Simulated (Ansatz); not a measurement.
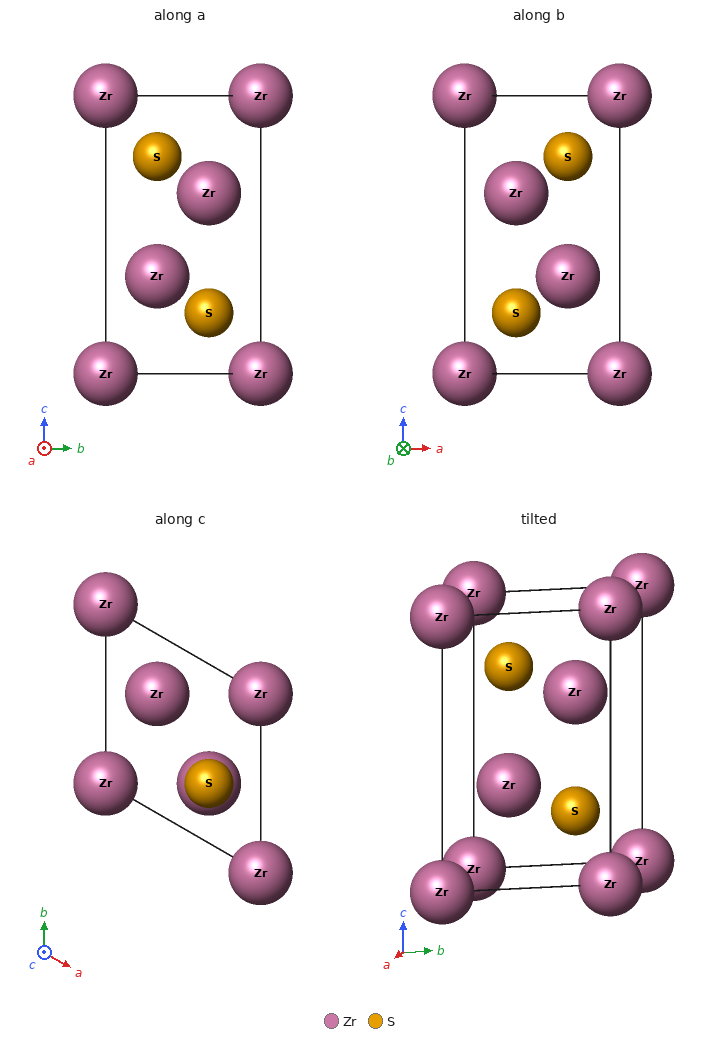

An orthographic spheres-only view of the structure, along the a axis, along the b axis, along the c axis and slightly off an axis. The conventional unit cell is outlined; an atom on or near a face, edge or corner is repeated at each equivalent position.

Lattice parameters: a = 4.1329 Å, b = 4.1329 Å, c = 6.4185 Å, α = 90.000°, β = 90.000°, γ = 120.000°.

Write down what is shown as a CIF with its space group and independent sites, with free fractional coordinates to two decimals.

Answer.
```cif
data_structure
_symmetry_space_group_name_H-M 'P -3 m 1'
_symmetry_Int_Tables_number 164
_cell_length_a 4.1329
_cell_length_b 4.1329
_cell_length_c 6.4185
_cell_angle_alpha 90.000
_cell_angle_beta 90.000
_cell_angle_gamma 120.000
_cell_volume 94.94
loop_
_atom_site_label
_atom_site_type_symbol
_atom_site_symmetry_multiplicity
_atom_site_Wyckoff_symbol
_atom_site_fract_x
_atom_site_fract_y
_atom_site_fract_z
_atom_site_occupancy
Zr1 Zr 1 a 0.00 0.00 0.00 1
Zr2 Zr 2 d 0.3333 0.6667 0.65 1
S1 S 2 d 0.3333 0.6667 0.22 1
```

The initial geometry was a textbook structure type filled with these elements (whether it is the usual form wasn't checked). A relaxation with DFT PBE, scalar-relativistic, plane waves, PAW (Ansatz) gave the geometry drawn.
